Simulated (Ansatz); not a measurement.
System: AlN, space group F-43m (No. 216).

Structure:
```xyz
2
Lattice="0.0000 2.1154 2.1154 2.1154 0.0000 2.1154 2.1154 2.1154 0.0000" Properties=species:S:1:pos:R:3 pbc="T T T"
Al    0.0000    0.0000    0.0000
N     3.1730    3.1730    3.1730
```

Method: optical phonons of an insulator on the approach to the zone centre along x, y and z with the field of polar modes, imaginary frequencies are negative, field response on a mesh refined by the program; plane waves with PAW datasets (Ansatz 0.2.0). Level: PBEsol, no spin polarisation.

| setting | value |
| --- | --- |
| wave cutoff | 420 eV |
| k mesh | 10×10×10 |
| occupations | fixed |
| pressure | 25 GPa |

What does the calculation give for the polar optical modes, transverse and longitudinal, approaching the zone centre along x?

The transverse (TO, twofold) lines lie at 748.4 and the longitudinal (LO) ones at 981.8 cm⁻¹, the same along x, y and z by the cubic symmetry.

```csv
at,frequency (cm⁻¹),degeneracy,dipole strength ((D/Å)²/amu)
x,748.4,2,32.2
x,981.8,1,16.1
```

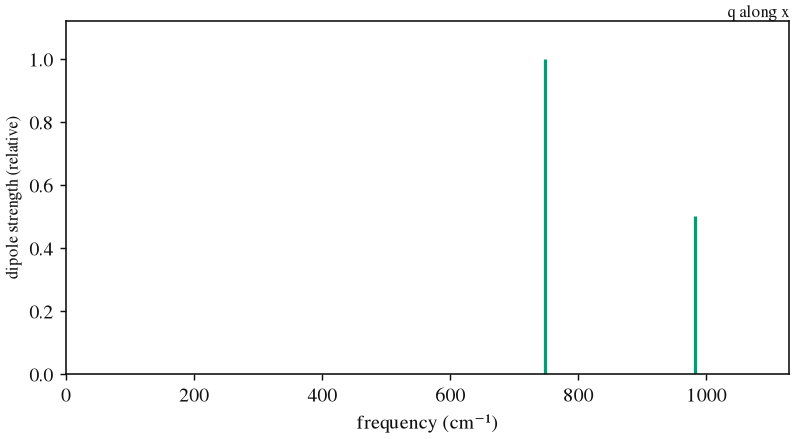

The spectrum is scaled to its strongest line.
